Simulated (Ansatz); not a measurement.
The Ansatz input:

```
crystal:
  lattice:
    - [2.4922744508, 0.0, 0.0]
    - [-1.2461372254, 2.1583729876, 0.0]
    - [0.0, 0.0, 4.0336831007]
  atoms:
    - { symbol: Co, position: [0.3333333333, 0.6666666667, 0.25], spin: 1.84 }
    - { symbol: Co, position: [0.6666666667, 0.3333333333, 0.75], spin: 1.84 }
basis:
  ecutwfc: 420
kpoints:
  mp_grid: { grid: [18, 18, 10] }
  band_path:
    path:
      - [[0.0, 0.0, 0.0], [0.5, 0.0, 0.0], [0.33333333, 0.33333333, 0.0], [0.0, 0.0, 0.0], [0.0, 0.0, 0.5], [0.5, 0.0, 0.5], [0.33333333, 0.33333333, 0.5], [0.0, 0.0, 0.5]]
      - [[0.5, 0.0, 0.5], [0.5, 0.0, 0.0]]
      - [[0.33333333, 0.33333333, 0.5], [0.33333333, 0.33333333, 0.0]]
    npoints: 14
hamiltonian:
  xc: pbe
scf:
  occupations: { method: gaussian, width: 0.1 }
  n_extra_bands: 6
output:
  forces: true
  stress: true
  eigenvalues: true
  populations: true
  dos: { projected: true, de: 0.02, nscf_kmesh: { grid: [27, 27, 15] } }
  bader: true
  write_density: true
  write_potential: true
  elf: true
  volumetric_format: npy
magnetization:
  spin_polarized: true
checkpoint:
  read: start.run
  write: ck
  compress: false
  write_wavefunctions: false
  write_every: 100000
```

Command:
```bash
ansatz run input.yaml --threads 1 --pin off --max-ram 2560MiB --backend cpu --events-out ev --progress --plain --runs-dir out
```

Predict the main features of the band structure. The path is Γ–M–K–Γ–A–L–H–A|L–M|H–K.

A metal: bands cross the Fermi level along this path. Bands cross the Fermi level on Γ–M, K–Γ, Γ–A, A–L, L–H, H–A, L–M and H–K, and not on M–K. At L the nearest levels lie 0.05 eV below and 0.20 eV above the Fermi level.

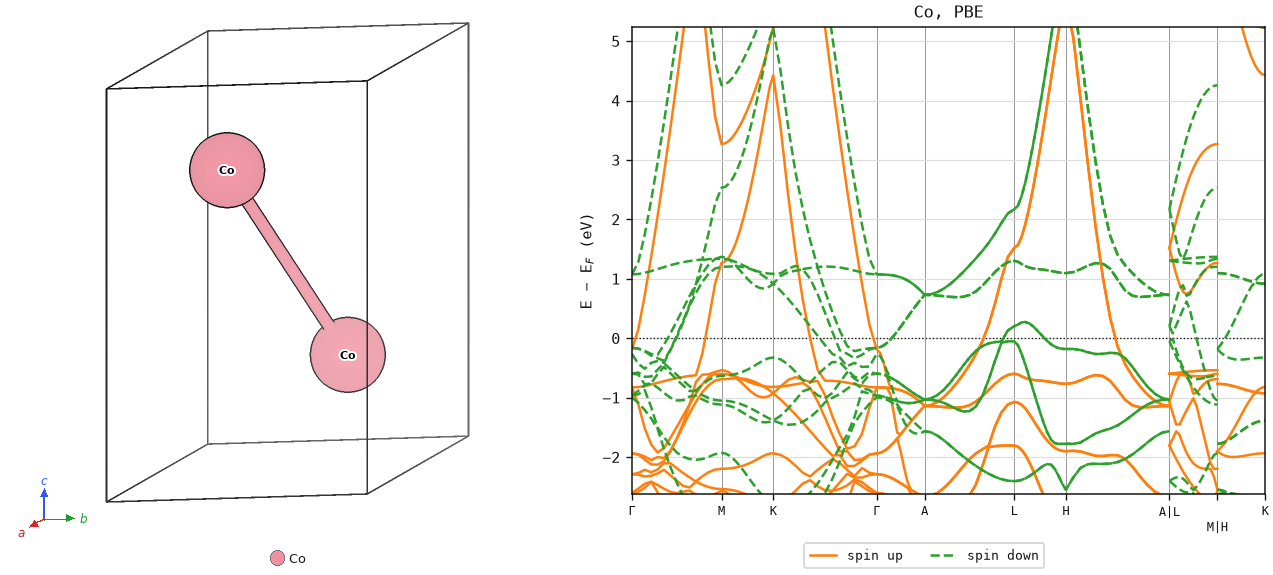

Band structure, beside the structure. Energies are counted from the Fermi level.
